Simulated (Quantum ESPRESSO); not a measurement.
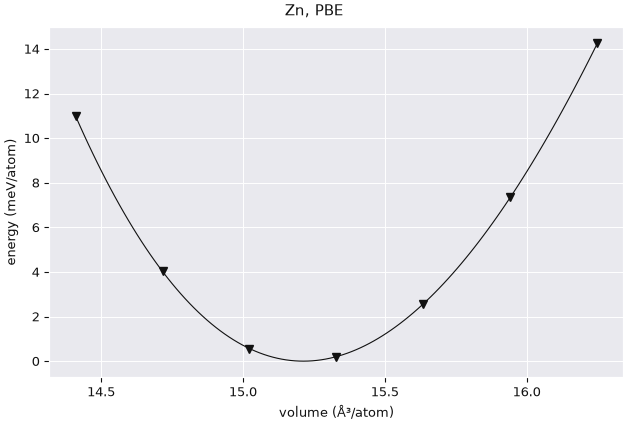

The plot gives the computed energy against volume for Zn, space group P6_3/mmc (No. 194).

Cell as given: a = 2.670 Å, b = 2.670 Å, c = 4.966 Å, α = 90.00°, β = 90.00°, γ = 120.00°; 2 atoms.

How it was computed, with Quantum ESPRESSO 7.5: plane-wave DFT, no spin polarisation; energies at scaled volumes of the given cell, shape and fractions fixed, counted from the fit's minimum, third-order Birch-Murnaghan fit. Level: PBE.

```tsv
setting	value
k mesh	11×11×6
occupations	Fermi–Dirac
smearing width	0.05 eV
potentials	SSSP 1.3 efficiency PBE
wave cutoff	748.3 eV
density cutoff	5987 eV
```

Question: Give the fitted equation-of-state parameters.

Answer: A third-order Birch–Murnaghan fit gives V0 = 15.21 Å³/atom, B0 = 74.2 GPa and B′ = 5.2.

Keep in mind: shape and atomic fractions are frozen while scaling, which makes layered, chain and framework solids too stiff.
